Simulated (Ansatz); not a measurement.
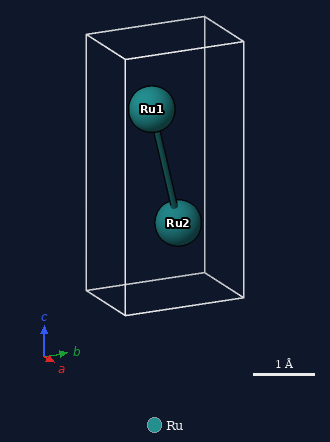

**Figure 1.** The structure (ball-and-stick view of the cell of the calculation, seen slightly off an axis; atoms are numbered from 1 in the order of the input). Near neighbours in the crystal (not all of them lie inside the picture): Ru has 12 Ru at 2.63 to 2.69 Å.

**Ru: a changed input and its effect**

System: Ru (P6₃/mmc, 2 atoms in the cell).
Method of run 1: Kohn-Sham DFT of a periodic cell, r2SCANh, Ansatz PAW, no spin polarisation (Ansatz 0.2.0).

The structure derives from an entry of the Crystallography Open Database. Text and figures count atoms from 1; the logs count them from 0 in places.

**Input, run 1**
```yaml
crystal:
  lattice:
    - [2.6876397213, 0.0, 0.0]
    - [-1.3438198606, 2.3275642749, 0.0]
    - [0.0, 0.0, 4.2531615502]
  atoms:
    - { symbol: Ru, position: [0.6666666667, 0.3333333333, 0.75] }
    - { symbol: Ru, position: [0.3333333333, 0.6666666667, 0.25] }
hamiltonian:
  xc: r2scanh
  pseudopotentials: { kind: paw }
kpoints:
  mp_grid: { grid: [6, 6, 3] }
scf:
  occupations: { method: fermi_dirac, width: 0.05 }
output:
  forces: true
  stress: true
  eigenvalues: true
```

Command:
```bash
ansatz run input.yaml --threads 2 --pin off --max-ram 5632MiB --backend cpu --events-out ev --progress --plain --runs-dir out
```

Hardware: 2 threads of Intel Xeon @ 2.50GHz (Skylake/Cascade Lake), 189 GiB of memory available, shared host.

**Output, shortened to warnings, some set-up lines, iterations and results (run 1)**
```
Warning: output.stress: scf.convergence.dr2_threshold = 1e-7 eV (the SCF's general default) is looser than the 2e-10 eV advised for a printed stress (1e-10 eV for each atom of the cell: 2). What an SCF threshold leaves in a stress goes as its square root, and in the free energy as the threshold itself, and one threshold admits the most on a small cell: of the crystals measured, under no hybrid …
Warning: output.stress: scf.exx.energy_threshold = 1e-6 eV is looser than the 2e-8 eV advised for a stress under a hybrid functional (1e-8 eV for each atom of the cell: 2). Every SCF of the exchange loop can meet its threshold on dr2 while the loop round them stops early: no threshold on dr2 bounds what that leaves in the stress. Set scf.exx.energy_threshold to 2e-8 eV or tighter. The threshold …
Basis set: ecut = 500 eV, 687 PW (Γ), exchange–correlation on 80×80×128 points (64 copies of the dense FFT grid, shifted against one another)
Symmetry: 24 space group operations
k-points: 14 of 108
Initial density: superposition of atomic densities (neutral atoms: chi_scale 0, normalization atom), corrected by the library's trained network
[...]
SCF iter   1: F=—  HF=-11781.304449 eV  |F-HF|=—  |Δ(HF+E_count)|=         —  Δρ=1.37e-2  dr2=1.51e-2  dr2_τ=1.61e-2  ethr=1.77e-3  ⟨swp⟩=5.7  Hψ=1033  notcnv=0
SCF iter   2: F=—  HF=-11781.326829 eV  |F-HF|=—  |Δ(HF+E_count)|=   2.24e-2  Δρ=6.52e-3  dr2=2.48e-3  dr2_τ=3.17e-4  ethr=4.71e-5  ⟨swp⟩=3.1  Hψ=751  notcnv=0
SCF iter   3: F=—  HF=-11781.329016 eV  |F-HF|=—  |Δ(HF+E_count)|=   2.19e-3  Δρ=2.86e-3  dr2=4.42e-4  dr2_τ=6.54e-5  ethr=7.76e-6  ⟨swp⟩=3.0  Hψ=558  notcnv=0
SCF iter   4: F=—  HF=-11781.329666 eV  |F-HF|=—  |Δ(HF+E_count)|=   6.50e-4  Δρ=2.24e-4  dr2=4.07e-6  dr2_τ=1.31e-6  ethr=1.13e-8  ⟨swp⟩=3.1  Hψ=1340  notcnv=0
SCF iter   5: F=—  HF=-11781.329672 eV  |F-HF|=—  |Δ(HF+E_count)|=   5.73e-6  Δρ=5.77e-5  dr2=2.84e-7  dr2_τ=3.49e-8  ethr=1.13e-8  ⟨swp⟩=3.0  Hψ=612  notcnv=0
[... 8 lines ...]
SCF 2 converged in 5 iterations: F = -11779.902473 eV  dr2 = 9.51e-8
SCF iter   1: F=—  HF=-11779.902492 eV  |F-HF|=—  |Δ(HF+E_count)|=         —  Δρ=4.47e-5  dr2=1.35e-7  dr2_τ=1.05e-7  ethr=1.48e-8  ⟨swp⟩=4.0  Hψ=742  notcnv=0
SCF iter   2: F=—  HF=-11779.902492 eV  |F-HF|=—  |Δ(HF+E_count)|=   1.69e-8  Δρ=2.17e-5  dr2=2.72e-8  dr2_τ=8.68e-9  ethr=4.19e-10  ⟨swp⟩=2.8  Hψ=521  notcnv=0
SCF iter   3: F=-11779.902492 eV  HF=-11779.902492 eV  |F-HF|=1.10e-9  |Δ(HF+E_count)|=   9.47e-9  Δρ=3.33e-6  dr2=2.04e-9  dr2_τ=3.92e-10  ethr=8.50e-11  ⟨swp⟩=3.0  Hψ=596  …
SCF 3 converged in 3 iterations: F = -11779.902492 eV  dr2 = 2.04e-9
  Residual-converged pass: ⟨swp⟩=3.0  Hψ=563  notcnv=0  max |occ|·‖R‖ = 2.3e-6 eV (tolerance 2.4e-6 eV)  dr2=1.97e-9  dr2_τ=3.87e-10  dr2_onsite=2.66e-10  max |Δocc| = 2.1e-13
hybrid outer 2: dexx = +8.739e-9 eV, tail = 5.51e-9 eV, Δε = 4.32e-4 eV (about 3.58e-5 eV left of the loop's levels)
hybrid SCF converged: 2 outer / 8 inner (+7 warm-up), last move |dexx| = 8.74e-9 eV, tail = 5.51e-9 eV
Stability not checked: this state was not tested for a lower state beside it, because the functional holds exact exchange (a hybrid, or Hartree-Fock), whose exchange loop this test does not read (fock_operator; see scf.lower_state_search)
Free energy (F): -11779.902492 eV
Frozen-core exchange: fock
Harris-Foulkes:  -11779.902492 eV  (|F-HF|=1.10e-9)
Internal energy: -11779.899732 eV  (E = F + TS)
E sigma→0 (E₀):  -11779.901112 eV
Entropy (-TS):   -0.002759 eV (-1.380 meV/atom)
Fermi energy:    23.852208 eV
--- Per-component energies (eV) ---
  E_band       = -152.076884
  E_kinetic    = 1029.392949
  E_local      = -2465.465241  (includes V_loc(G=0)·N_el)
  E_nonlocal   = 683.458967
  E_hartree    = 790.968355
  E_xc         = -335.983578
  E_vxc        = -484.097442  (∫ρ·V_xc dr)
  E_exx        = -48.922563  (= α·E_x^exact, valence–valence)
  E_paw        = -6939.819018  (= ΣΔE_a)
  E_vpaw       = -432.451000  (= ΣTr[D̂ρ^β])
  E_aug_tail   = 0.000191  (compensation charges beyond the density's cutoff)
  E_vtau       = 32.990721  (kinetic-family band-sum trace: ∫τ·v_τ [+ j·A + Jᵃ·Aᵃ] dr)
  E_ewald      = -4492.607910
  E_core_change = -0.921885  (= ΣΔE_core)
  E_smearing   = -0.002759  (= −TS)
  E_closure    = 0.000001  (closes the sum)
  Σ components = -11779.902492   (vs F -11779.902492, Δ=0.00e0)
--- Forces (eV/Å), atoms counted from 1 ---
  atom   1  Ru     0.00000000     0.00000000     0.00000000
  atom   2  Ru    -0.00000000    -0.00000000     0.00000000
  max |Σ_I F_I| component: 2.31e-18 eV/Å
--- Stress (GPa, compression-positive) ---
        3.665308       0.000000       0.000000
        0.000000       3.665308       0.000000
        0.000000       0.000000      -4.589955
  P = ⅓ Tr σ = 0.9136 GPa (9.136 kbar)
```

The input of run 2 differs as follows (lines with − go, lines with + come):
```diff
-    - [2.6876397213, 0.0, 0.0]
-    - [-1.3438198606, 2.3275642749, 0.0]
-    - [0.0, 0.0, 4.2531615502]
+    - [2.6692306523, 0.0, 0.0]
+    - [-1.3346153261, 2.3116215535, 0.0]
+    - [0.0, 0.0, 4.2240293924]
```

How does run 2 compare with run 1?

With the same functional and potentials, run 2 lies 8.1 meV per atom higher. The pressure goes from 0.91 to 8.73 GPa. The volume per atom goes from 13.30 to 13.03 Å³. The cell is scaled evenly with the atoms at fixed fractional positions, so −ΔP/Δ ln V estimates the bulk modulus midway between the two volumes: about 380 GPa. The number of SCF iterations is the same. The plane waves at Γ go from 687 to 639.

**Output, shortened to warnings, some set-up lines, iterations and results (run 2)**
```
Warning: output.stress: scf.convergence.dr2_threshold = 1e-7 eV (the SCF's general default) is looser than the 2e-10 eV advised for a printed stress (1e-10 eV for each atom of the cell: 2). What an SCF threshold leaves in a stress goes as its square root, and in the free energy as the threshold itself, and one threshold admits the most on a small cell: of the crystals measured, under no hybrid …
Warning: output.stress: scf.exx.energy_threshold = 1e-6 eV is looser than the 2e-8 eV advised for a stress under a hybrid functional (1e-8 eV for each atom of the cell: 2). Every SCF of the exchange loop can meet its threshold on dr2 while the loop round them stops early: no threshold on dr2 bounds what that leaves in the stress. Set scf.exx.energy_threshold to 2e-8 eV or tighter. The threshold …
Basis set: ecut = 500 eV, 639 PW (Γ), exchange–correlation on 80×80×128 points (64 copies of the dense FFT grid, shifted against one another)
Symmetry: 24 space group operations
k-points: 14 of 108
Initial density: superposition of atomic densities (neutral atoms: chi_scale 0, normalization atom), corrected by the library's trained network
[...]
SCF iter   1: F=—  HF=-11781.271161 eV  |F-HF|=—  |Δ(HF+E_count)|=         —  Δρ=1.39e-2  dr2=1.56e-2  dr2_τ=1.67e-2  ethr=1.77e-3  ⟨swp⟩=5.9  Hψ=1040  notcnv=0
SCF iter   2: F=—  HF=-11781.293820 eV  |F-HF|=—  |Δ(HF+E_count)|=   2.27e-2  Δρ=6.56e-3  dr2=2.46e-3  dr2_τ=3.28e-4  ethr=4.86e-5  ⟨swp⟩=3.1  Hψ=748  notcnv=0
SCF iter   3: F=—  HF=-11781.295952 eV  |F-HF|=—  |Δ(HF+E_count)|=   2.13e-3  Δρ=2.95e-3  dr2=4.53e-4  dr2_τ=6.34e-5  ethr=7.68e-6  ⟨swp⟩=3.0  Hψ=553  notcnv=0
SCF iter   4: F=—  HF=-11781.296638 eV  |F-HF|=—  |Δ(HF+E_count)|=   6.87e-4  Δρ=2.27e-4  dr2=4.00e-6  dr2_τ=1.12e-6  ethr=1.11e-8  ⟨swp⟩=3.2  Hψ=1336  notcnv=0
SCF iter   5: F=—  HF=-11781.296644 eV  |F-HF|=—  |Δ(HF+E_count)|=   5.71e-6  Δρ=4.98e-5  dr2=2.01e-7  dr2_τ=4.23e-8  ethr=1.11e-8  ⟨swp⟩=3.0  Hψ=615  notcnv=0
[... 8 lines ...]
SCF 2 converged in 5 iterations: F = -11779.886365 eV  dr2 = 8.84e-8
SCF iter   1: F=—  HF=-11779.886383 eV  |F-HF|=—  |Δ(HF+E_count)|=         —  Δρ=4.30e-5  dr2=1.30e-7  dr2_τ=9.81e-8  ethr=1.45e-8  ⟨swp⟩=4.1  Hψ=748  notcnv=0
SCF iter   2: F=—  HF=-11779.886383 eV  |F-HF|=—  |Δ(HF+E_count)|=   1.36e-8  Δρ=2.09e-5  dr2=2.44e-8  dr2_τ=8.66e-9  ethr=4.05e-10  ⟨swp⟩=2.9  Hψ=535  notcnv=0
SCF iter   3: F=-11779.886383 eV  HF=-11779.886383 eV  |F-HF|=1.01e-9  |Δ(HF+E_count)|=   8.58e-9  Δρ=3.65e-6  dr2=2.22e-9  dr2_τ=4.60e-10  ethr=7.60e-11  ⟨swp⟩=3.0  Hψ=598  …
SCF 3 converged in 3 iterations: F = -11779.886383 eV  dr2 = 2.22e-9
  Residual-converged pass: ⟨swp⟩=3.0  Hψ=558  notcnv=0  max |occ|·‖R‖ = 2.4e-6 eV (tolerance 2.4e-6 eV)  dr2=2.18e-9  dr2_τ=4.59e-10  dr2_onsite=2.97e-10  max |Δocc| = 1.8e-13
hybrid outer 2: dexx = +7.375e-9 eV, tail = 6.07e-9 eV, Δε = 3.60e-4 eV (about 3.12e-5 eV left of the loop's levels)
hybrid SCF converged: 2 outer / 8 inner (+7 warm-up), last move |dexx| = 7.38e-9 eV, tail = 6.07e-9 eV
Stability not checked: this state was not tested for a lower state beside it, because the functional holds exact exchange (a hybrid, or Hartree-Fock), whose exchange loop this test does not read (fock_operator; see scf.lower_state_search)
Free energy (F): -11779.886383 eV
Frozen-core exchange: fock
Harris-Foulkes:  -11779.886383 eV  (|F-HF|=1.01e-9)
Internal energy: -11779.883896 eV  (E = F + TS)
E sigma→0 (E₀):  -11779.885140 eV
Entropy (-TS):   -0.002487 eV (-1.244 meV/atom)
Fermi energy:    24.465257 eV
--- Per-component energies (eV) ---
  E_band       = -134.584085
  E_kinetic    = 1031.344632
  E_local      = -2422.634273  (includes V_loc(G=0)·N_el)
  E_nonlocal   = 683.660376
  E_hartree    = 777.848178
  E_xc         = -336.618650
  E_vxc        = -485.043498  (∫ρ·V_xc dr)
  E_exx        = -49.003505  (= α·E_x^exact, valence–valence)
  E_paw        = -6939.966556  (= ΣΔE_a)
  E_vpaw       = -432.645009  (= ΣTr[D̂ρ^β])
  E_aug_tail   = 0.000180  (compensation charges beyond the density's cutoff)
  E_vtau       = 33.041715  (kinetic-family band-sum trace: ∫τ·v_τ [+ j·A + Jᵃ·Aᵃ] dr)
  E_ewald      = -4523.592392
  E_core_change = -0.921885  (= ΣΔE_core)
  E_smearing   = -0.002487  (= −TS)
  E_closure    = 0.000001  (closes the sum)
  Σ components = -11779.886383   (vs F -11779.886383, Δ=-1.82e-12)
--- Forces (eV/Å), atoms counted from 1 ---
  atom   1  Ru    -0.00000000    -0.00000000     0.00000000
  atom   2  Ru     0.00000000     0.00000000    -0.00000000
  max |Σ_I F_I| component: 2.31e-18 eV/Å
--- Stress (GPa, compression-positive) ---
       11.469054       0.000000       0.000000
        0.000000      11.469054      -0.000000
        0.000000      -0.000000       3.241644
  P = ⅓ Tr σ = 8.7266 GPa (87.266 kbar)
```

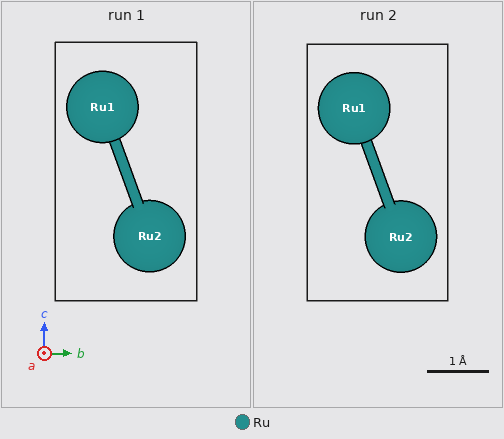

**Figure 2.** The two input geometries at one scale (ball-and-stick view of the cell of the calculation, along the a axis). The atoms keep their places relative to the cell (all moves are under 0.005 Å). The volume changes by −2.0 %, with a = b 2.688 → 2.669 Å (−0.7 %), c 4.253 → 4.224 Å (−0.7 %). Among the contacts that change: Ru1–Ru1 2.688 → 2.669 Å, Ru1–Ru2 2.633 → 2.614 Å.

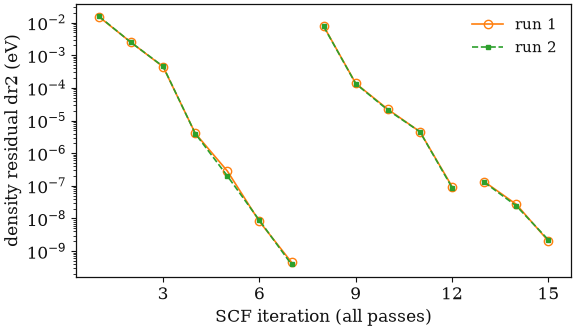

**Figure 3.** Convergence of the two runs: density residual dr2 against the SCF iteration. A break in a curve parts two SCF passes. Run 1 takes 15 iterations in all, and run 2 takes 15.

**The two runs side by side**

```csv
quantity,run 1,run 2
outcome,converged,converged
free energy per atom (eV),−5889.9512,−5889.9432
"energy per atom, smearing taken to zero (eV)",−5889.9506,−5889.9426
gap on the mesh (eV),0.00,0.00
pressure (GPa),0.91,8.73
volume per atom (Å³),13.30,13.03
largest force (eV/Å),0.000,0.000
SCF iterations,15,15
irreducible k-points,14,14
plane waves at Γ,687,639
wall time (shared host),24 s,24 s
```

For both runs: Warnings: the exchange loop's threshold is looser than advised for the stress; the SCF threshold is looser than advised for the printed stress. The k-point mesh is coarse for a cell of this size, so the results may not be converged.
